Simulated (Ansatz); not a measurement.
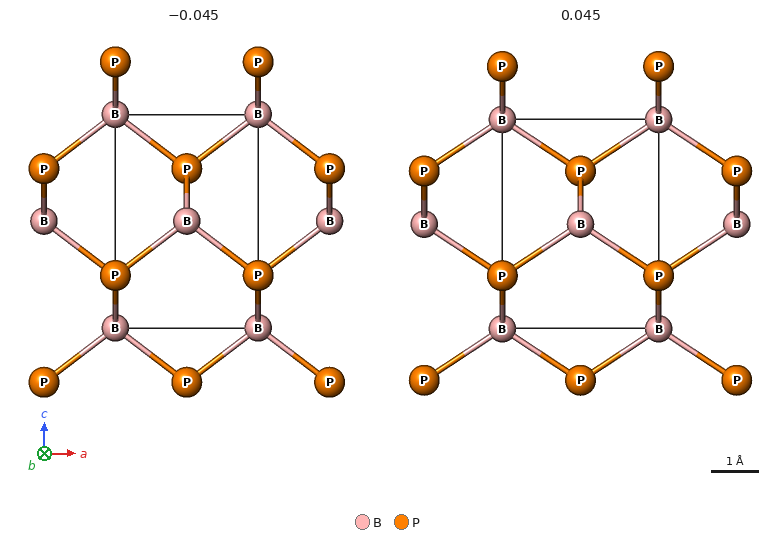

Solid BP (set up in F-43m), under uniaxial strain along a (b, c and atoms relaxed), with energies (extrapolated to zero smearing) counted from the relaxed crystal, which is the row at zero; the cubic crystal is set up in a tetragonal cell with a = a(cubic)/√2 and c = a(cubic). The picture shows the first and the last member. A ball-and-stick model of the cell of the calculation, seen along the b axis.

Computed with Ansatz 0.2.0: DFT PBEsol, scalar-relativistic, plane waves, PAW. Settings: plane-wave cutoff 420 eV; k-point mesh 8 × 8 × 6; occupations gaussian; smearing width 0.02 eV; no spin polarisation; force threshold 0.008 eV/Å.

| strain | energy (meV/atom) | a (Å) | b (Å) | c (Å) | band gap (eV) |
| --- | --- | --- | --- | --- | --- |
| −0.045 | 30.63 | 3.052 | 3.199 | 4.565 | 0.53 |
| −0.03 | 13.24 | 3.100 | 3.198 | 4.550 | 0.74 |
| −0.015 | ? | ? | ? | ? | ? |
| 0.0 | 0.00 | 3.196 | 3.196 | 4.520 | 1.11 |
| 0.015 | 2.99 | 3.244 | 3.196 | 4.504 | 0.94 |
| 0.03 | 11.64 | 3.292 | 3.195 | 4.488 | 0.74 |
| 0.045 | 25.43 | 3.340 | 3.194 | 4.472 | 0.51 |

Question: One row is withheld. What does the calculation give there?

Answer: A parabola through three neighbouring rows (−0.045, −0.03, 0.0) gives, with Lagrange weights, (−0.3333)(30.63) + (1.0000)(13.24) + (0.3333)(0.00) = 3.03 meV/atom. The calculation gives 3.23 meV/atom (a = 3.148 Å, b = 3.197 Å, c = 4.535 Å). The estimate is 0.20 meV/atom too low. For the gap a parabola through the rows −0.045, −0.03, 0.0 gives 0.93 eV, and the calculation 0.94 eV (semilocal gaps, lower than measured ones as a rule). From the first member to the last: B–P 1.919 → 2.000 Å, B–P 1.953 → 1.959 Å.

The whole series:

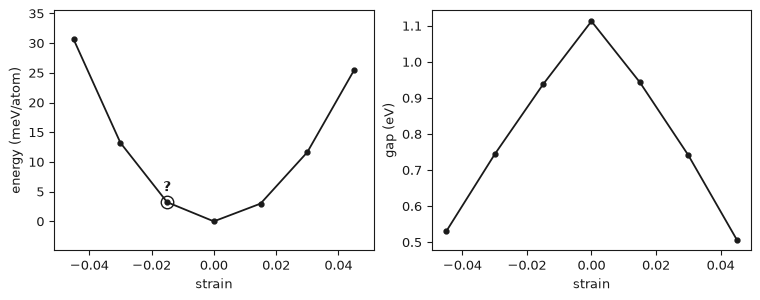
